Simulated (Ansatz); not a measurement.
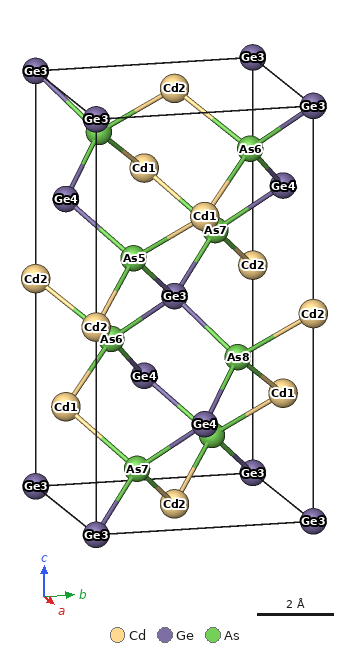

Reference structure: a crystal of CdGeAs₂ (built on the database structure type) at its r2SCAN-relaxed geometry. Style: ball-and-stick. Shown: the conventional cell (2 times the calculation's cell), slightly off an axis. Lengths and directions refer to the drawn axes.

Method: DFT, PBE, plane waves, PAW (Ansatz). (plane-wave cutoff 420 eV; k-point mesh 6 × 6 × 6; occupations fermi dirac; smearing width 0.02 eV; no spin polarisation)

Change: The cell is strained by +3.4 % along c and −3.0 % across it (volume −2.7 %). The atoms and the free axis were relaxed with r2SCAN under that strain, and this is a single point on that geometry.

Question: What is the effect?

Answer: It costs 20.5 meV per atom. The pressure goes from 2.3 to 4.1 GPa. The principal stresses (compression positive) are 2.6 GPa along c and 4.9 GPa across it. The largest forces, 0.13 eV/Å, act on As5, As6, As7 and As8; on As5 it points along +a. Some distances before and after: As–Cd 2.647 → 2.611 Å, As–Ge 2.446 → 2.432 Å. The space group stays I-42d (No. 122).

The changed structure in the same view:

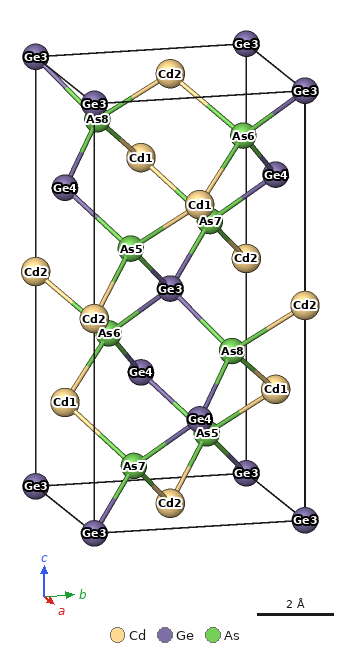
